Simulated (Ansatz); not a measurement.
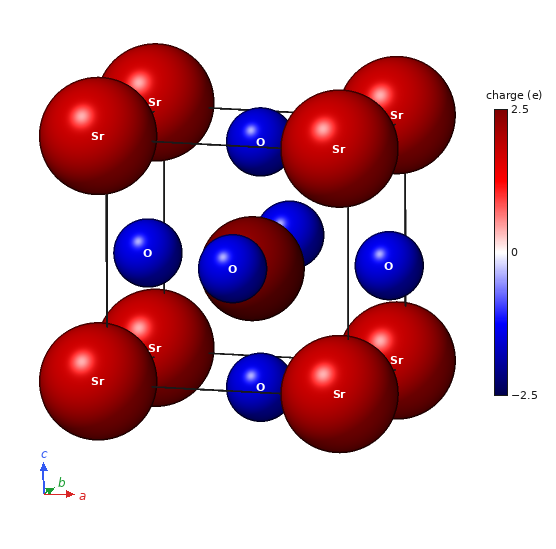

View slightly off an axis, drawn as a spheres-only model. The lines enclose the simulation cell; boundary atoms appear with their images. The atoms of this SrTiO$_{3}$ cell are coloured by their Bader charge.

Setup: Ansatz 0.2.0, DFT, PAW plane waves, r2SCAN; 500 eV cutoff, a 5×5×5 k-point grid, Fermi-Dirac smearing of 0.1 eV, collinear spins.

Describe the charge distribution among the elements.

Most positive: Ti; most negative: O. Charges: about Sr +1.6 e; Ti +2.3 e; O -1.3 e.

This is a known structure type with the cell strained and the atoms shaken on purpose, not relaxed. Ansatz was used for an electronic-structure calculation on it.

At this level of theory the cell isn't at rest (compressed, at 7 GPa and forces up to 2.8 eV/Å), so its distances can differ from those at equilibrium, the more so the softer the solid.
